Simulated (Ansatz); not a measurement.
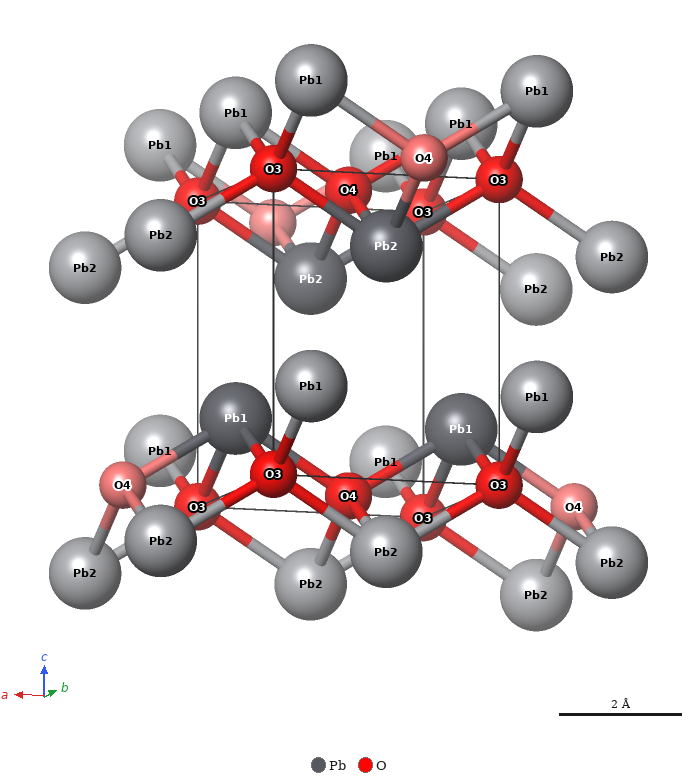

The input geometry of run 1 (ball-and-stick view of the cell of the calculation, seen at an oblique angle; neighbours outside the cell are drawn fainter; atoms are numbered from 1 in the order of the input). Near neighbours in the crystal (not all of them lie inside the picture): Pb has 4 O at 2.30 Å; O has 4 Pb at 2.30 Å.

**What a change does: band-structure calculation on PbO**

System: PbO (P4/nmm, 4 atoms in the cell).
Method of run 1: DFT, PBE, plane waves, PAW, no spin polarisation (Ansatz 0.2.0).

The structure derives from an entry of the Crystallography Open Database. The geometry comes from this level: r2scan-rvv10 (a point of a series of strains). Text and figures count atoms from 1; the logs count them from 0 in places.

### Input, run 1
```yaml
crystal:
  lattice:
    - [3.9306488567, 0.0, 0.0]
    - [0.0, 3.9306488567, 0.0]
    - [0.0, 0.0, 5.1020935436]
  atoms:
    - { symbol: Pb, position: [0.0, 0.5, 0.235727136] }
    - { symbol: Pb, position: [0.5, 0.0, 0.764272864] }
    - { symbol: O, position: [0.0, 0.0, 0.0] }
    - { symbol: O, position: [0.5, 0.5, 0.0] }
kpoints:
  mp_grid: { grid: [6, 6, 6] }
  band_path:
    path:
      - [0.0, 0.0, 0.0]
      - [0.0, 0.5, 0.0]
      - [0.5, 0.5, 0.0]
      - [0.0, 0.0, 0.5]
      - [0.0, 0.5, 0.5]
      - [0.5, 0.5, 0.5]
      - [-0.041667, -0.03125, 0.0]
    npoints: 1
hamiltonian:
  xc: pbe
scf:
  occupations: { method: fermi_dirac, width: 0.02 }
  n_extra_bands: 5
output:
  forces: true
  stress: true
  eigenvalues: true
  write_density: true
  write_potential: true
  elf: true
  volumetric_format: npy
```

Command:
```bash
ansatz run input.yaml --threads 4 --pin off --max-ram 5529MiB --backend cpu --events-out ev --progress --plain --runs-dir out
```

Hardware: 4 threads of Arm Neoverse V2, 24 GiB of memory available, shared host.

### Output, shortened to warnings, some set-up lines, iterations and results (run 1)
```
Basis set: ecut = 420 eV, 1561 PW (Γ), exchange–correlation on 54×54×72 points (8 copies of the dense FFT grid, shifted against one another)
Symmetry: 16 space group operations
k-points: 40 of 216
Initial density: superposition of atomic densities (neutral atoms: chi_scale 0, normalization atom), corrected by the library's trained network
[...]
SCF iter   1: F=—  HF=-24947.017381 eV  |F-HF|=—  |Δ(HF+E_count)|=         —  Δρ=1.66e-3  dr2=1.77e-3  ethr=1.77e-3  ⟨swp⟩=6.8  Hψ=4689  notcnv=0
SCF iter   2: F=—  HF=-24947.018634 eV  |F-HF|=—  |Δ(HF+E_count)|=   1.25e-3  Δρ=7.88e-4  dr2=2.64e-4  ethr=4.42e-6  ⟨swp⟩=2.6  Hψ=2315  notcnv=0  defer=38
SCF iter   3: F=—  HF=-24947.018803 eV  |F-HF|=—  |Δ(HF+E_count)|=   1.68e-4  Δρ=2.85e-4  dr2=4.44e-5  ethr=6.60e-7  ⟨swp⟩=2.1  Hψ=1576  notcnv=0  defer=38
SCF iter   4: F=—  HF=-24947.018782 eV  |F-HF|=—  |Δ(HF+E_count)|=   2.09e-5  Δρ=1.20e-4  dr2=8.11e-6  ethr=1.11e-7  ⟨swp⟩=2.0  Hψ=1291  notcnv=0  defer=38
SCF iter   5: F=—  HF=-24947.018785 eV  |F-HF|=—  |Δ(HF+E_count)|=   3.20e-6  Δρ=2.40e-5  dr2=5.01e-7  ethr=2.03e-8  ⟨swp⟩=2.0  Hψ=1277  notcnv=0  defer=38
SCF iter   6: F=-24947.018785 eV  HF=-24947.018785 eV  |F-HF|=5.00e-8  |Δ(HF+E_count)|=   5.26e-7  Δρ=6.77e-6  dr2=4.75e-8  ethr=2.50e-10  ⟨swp⟩=14.1  Hψ=8186  notcnv=0
SCF 1 converged in 6 iterations: F = -24947.018785 eV  dr2 = 4.75e-8
NSCF: frozen V_eff on 7 k-points
SCF converged after 6 iterations
Free energy (F): -24947.018785 eV
Harris-Foulkes:  -24947.018785 eV  (|F-HF|=5.00e-8)
Internal energy: -24947.018785 eV  (E = F + TS)
E sigma→0 (E₀):  -24947.018785 eV
Fermi energy:    9.332267 eV
--- Per-component energies (eV) ---
  E_band       = -99.170674
  E_kinetic    = 929.970089
  E_local      = -3137.119762  (includes V_loc(G=0)·N_el)
  E_nonlocal   = 798.593167
  E_hartree    = 1253.464027
  E_xc         = -589.013591
  E_vxc        = -453.214171  (∫ρ·V_xc dr)
  E_paw        = -21129.730571  (= ΣΔE_a)
  E_vpaw       = -744.323249  (= ΣTr[D̂ρ^β])
  E_aug_tail   = 0.004837  (compensation charges beyond the density's cutoff)
  E_ewald      = -3073.186981
  E_smearing   = -0.000000  (= −TS)
  E_closure    = 0.000000  (closes the sum)
  Σ components = -24947.018785   (vs F -24947.018785, Δ=0.00e0)
--- Forces (eV/Å), atoms counted from 1 ---
  atom   1  Pb     0.00000000     0.00000000     0.38093708
  atom   2  Pb     0.00000000     0.00000000    -0.38093708
  atom   3  O      0.00000000     0.00000000    -0.00000000
  atom   4  O      0.00000000     0.00000000    -0.00000000
  max |Σ_I F_I| component: 1.11e-16 eV/Å
--- Stress (GPa, compression-positive) ---
        6.349706       0.000000       0.000000
        0.000000       6.349706       0.000000
        0.000000       0.000000       3.974504
  P = ⅓ Tr σ = 5.5580 GPa (55.580 kbar)
```

The input of run 2 differs as follows (lines with − go, lines with + come):
```diff
-  xc: pbe
+  xc: r2scan
-  occupations: { method: fermi_dirac, width: 0.02 }
+  occupations: { method: fixed }
-  write_density: true
-  write_potential: true
-  elf: true
-  volumetric_format: npy
```

How does run 2 compare with run 1?

The total energies belong to different methods, so their difference says nothing on which is more stable or more accurate. The gap on the mesh goes from 1.14 to 1.45 eV. The pressure goes from 5.56 to 2.26 GPa. The largest force goes from 0.381 to 0.015 eV/Å. The functional changes from PBE to r2SCAN. The SCF takes 7 iterations against 6. The default cutoff goes from 420 to 500 eV with the change. The plane waves at Γ go from 1561 to 2003.

### Output, shortened to warnings, some set-up lines, iterations and results (run 2)
```
Basis set: ecut = 500 eV, 2003 PW (Γ), exchange–correlation on 120×120×160 points (64 copies of the dense FFT grid, shifted against one another)
Symmetry: 16 space group operations
k-points: 40 of 216
Initial density: superposition of atomic densities (neutral atoms: chi_scale 0, normalization atom), corrected by the library's trained network
[...]
SCF iter   1: F=—  HF=-24978.574122 eV  |F-HF|=—  |Δ(HF+E_count)|=         —  Δρ=9.34e-3  dr2=6.10e-2  dr2_τ=1.06e-1  ethr=1.77e-3  ⟨swp⟩=5.0  Hψ=3773  notcnv=0  defer=116
SCF iter   2: F=—  HF=-24978.635677 eV  |F-HF|=—  |Δ(HF+E_count)|=   6.16e-2  Δρ=4.93e-3  dr2=9.98e-3  dr2_τ=1.43e-3  ethr=1.53e-4  ⟨swp⟩=2.2  Hψ=2210  notcnv=0  defer=117
SCF iter   3: F=—  HF=-24978.635525 eV  |F-HF|=—  |Δ(HF+E_count)|=   1.53e-4  Δρ=1.52e-3  dr2=1.62e-3  dr2_τ=1.89e-4  ethr=2.50e-5  ⟨swp⟩=3.0  Hψ=1745  notcnv=0  defer=117
SCF iter   4: F=—  HF=-24978.635570 eV  |F-HF|=—  |Δ(HF+E_count)|=   4.59e-5  Δρ=5.37e-4  dr2=1.21e-4  dr2_τ=1.95e-5  ethr=4.04e-6  ⟨swp⟩=2.5  Hψ=1564  notcnv=0  defer=117
SCF iter   5: F=—  HF=-24978.635600 eV  |F-HF|=—  |Δ(HF+E_count)|=   2.97e-5  Δρ=1.36e-4  dr2=1.55e-5  dr2_τ=1.01e-6  ethr=3.04e-7  ⟨swp⟩=2.0  Hψ=1352  notcnv=0  defer=116
SCF iter   6: F=—  HF=-24978.635606 eV  |F-HF|=—  |Δ(HF+E_count)|=   6.20e-6  Δρ=2.24e-5  dr2=3.81e-7  dr2_τ=3.12e-8  ethr=3.89e-8  ⟨swp⟩=2.5  Hψ=1524  notcnv=0  defer=103
SCF iter   7: F=-24978.635607 eV  HF=-24978.635607 eV  |F-HF|=4.55e-8  |Δ(HF+E_count)|=   3.45e-7  Δρ=9.96e-6  dr2=8.96e-8  dr2_τ=4.61e-9  ethr=2.50e-10  ⟨swp⟩=12.4  Hψ=6176  …
SCF 1 converged in 7 iterations: F = -24978.635607 eV  dr2 = 8.96e-8
NSCF: frozen V_eff on 7 k-points
SCF converged after 7 iterations
Free energy (F): -24978.635607 eV
Harris-Foulkes:  -24978.635607 eV  (|F-HF|=4.55e-8)
Internal energy: -24978.635607 eV  (E = F + TS)
E sigma→0 (E₀):  -24978.635607 eV
Fermi energy:    8.537004 eV
--- Per-component energies (eV) ---
  E_band       = -126.209706
  E_kinetic    = 930.663576
  E_local      = -3143.121568  (includes V_loc(G=0)·N_el)
  E_nonlocal   = 799.397869
  E_hartree    = 1258.860947
  E_xc         = -562.592688
  E_vxc        = -500.288968  (∫ρ·V_xc dr)
  E_paw        = -21190.525964  (= ΣΔE_a)
  E_vpaw       = -765.063392  (= ΣTr[D̂ρ^β])
  E_aug_tail   = 0.002079  (compensation charges beyond the density's cutoff)
  E_vtau       = 34.475023  (kinetic-family band-sum trace: ∫τ·v_τ [+ j·A + Jᵃ·Aᵃ] dr)
  E_ewald      = -3073.186981
  E_core_change = 1.867123  (= ΣΔE_core)
  E_smearing   = -0.000000  (= −TS)
  E_closure    = 0.000000  (closes the sum)
  Σ components = -24978.635607   (vs F -24978.635607, Δ=0.00e0)
--- Forces (eV/Å), atoms counted from 1 ---
  atom   1  Pb     0.00000000     0.00000000    -0.01545804
  atom   2  Pb     0.00000000     0.00000000     0.01545804
  atom   3  O      0.00000000     0.00000000     0.00000000
  atom   4  O      0.00000000     0.00000000    -0.00000000
  max |Σ_I F_I| component: 5.55e-17 eV/Å
--- Stress (GPa, compression-positive) ---
        2.777337       0.000000       0.000000
        0.000000       2.777337       0.000000
        0.000000       0.000000       1.219106
  P = ⅓ Tr σ = 2.2579 GPa (22.579 kbar)
```

### The two runs side by side

```tsv
quantity	run 1	run 2
outcome	converged	converged
free energy per atom (eV)	−6236.7547	−6244.6589
gap on the mesh (eV)	1.14	1.45
pressure (GPa)	5.56	2.26
largest force (eV/Å)	0.381	0.015
SCF iterations	6	7
irreducible k-points	40	40
plane waves at Γ	1561	2003
wall time (shared host)	1.5 s	3 s
```

For both runs: Spin–orbit coupling is left out, which matters for Pb. For run 1: The cell is under a pressure of 5.6 GPa at this level, so it is not at its equilibrium volume.
